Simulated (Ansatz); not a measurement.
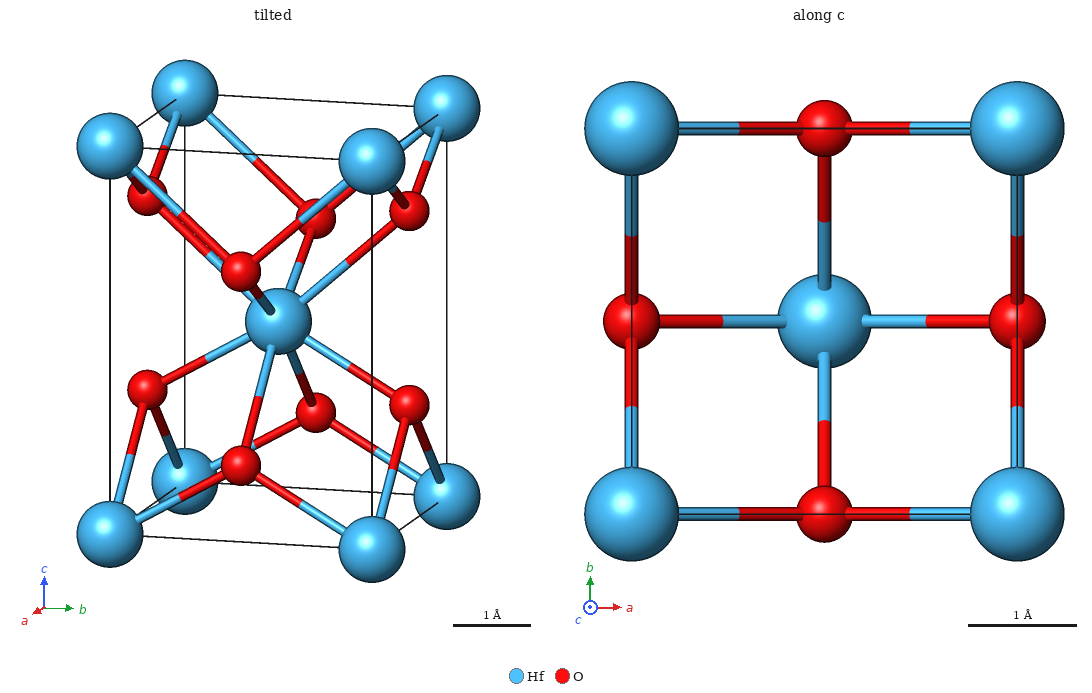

Ball-and-stick representation of a periodic structure, projected slightly off an axis and along the c axis. The conventional unit cell is drawn as a box.

HfO2, space group P4_2/nmc (No. 137), a = 3.577 Å, b = 3.577 Å, c = 5.202 Å, α = 90.00°, β = 90.00°, γ = 90.00°. It goes back to a structure listed in the Materials Project. Earlier steps of the study, as a rule a relaxation of our own, may have changed the cell and positions, so they can lie some per cent off the listed ones. It went into a calculation with Ansatz.

This one geometry was computed with Ansatz (DFT, plane waves, PAW) at four levels of theory: PBE, r2SCAN with spin-orbit coupling, HSE06 and r2SCAN. It was relaxed beforehand with r2SCAN.

**Which level gives the highest pressure at this volume, and what does that say about its equilibrium volume?**

Highest: PBE (5.9 GPa), which points to the largest equilibrium volume. Lowest, with the smallest volume: r2SCAN with spin-orbit coupling (-0.3 GPa), HSE06 (-0.1 GPa) and r2SCAN (0.0 GPa). Levels within 0.5 GPa of each other can't be told apart.

**How does the band gap change with the level of theory?**

PBE: a gap of 4.73 eV, indirect; r2SCAN: a gap of 5.26 eV, indirect; r2SCAN with spin-orbit coupling: a gap of 5.27 eV, indirect; HSE06: a gap of 6.37 eV, indirect.

**Collect the results in a table.**

| level | cutoff (eV) | k-mesh of the run's cell | gap (eV) | pressure (GPa) |
| --- | --- | --- | --- | --- |
| PBE | 420 | 8×8×6 | 4.73 | 5.9 |
| r2SCAN with spin-orbit coupling | 500 | 8×8×6 | 5.27 | -0.3 |
| HSE06 | 420 | 4×4×4 | 6.37 | -0.1 |
| r2SCAN | 500 | 8×8×6 | 5.26 | 0.0 |

Gaps are taken on the k-mesh or band path of each run.
